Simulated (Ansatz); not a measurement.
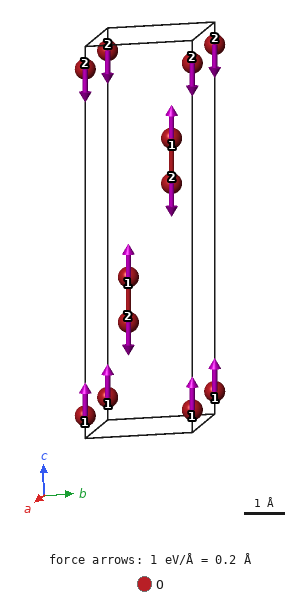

A changed version of a crystal of O (set up in R-3m), with the computed forces as purple arrows. Besides, the cell is strained by −2.0 % along c and none across it (volume −2.0 %). A ball-and-stick model of the conventional cell (3 times the calculation's cell), seen slightly off an axis. Lengths and directions refer to the drawn axes.

Level of theory: DFT, PBEsol, PAW with Ansatz's default frozen-core files, scalar-relativistic (Ansatz). (plane-wave cutoff 420 eV; k-point mesh 10 × 10 × 10; occupations fermi dirac; smearing width 0.02 eV; no spin polarisation)

### Where do the forces point?

The atoms keep their fractional coordinates. No relaxation follows. Energy change: +45.4 meV per atom. Pressure: 1.5 GPa before, 7.7 GPa after. The principal stresses (compression positive) are 40.0 GPa along c and −8.5 GPa across it. The largest forces, 4.3 eV/Å, act on O1 and O2; on O1 it points along +c. Some distances before and after: O–O 1.180 → 1.156 Å. The space group stays R-3m (No. 166).
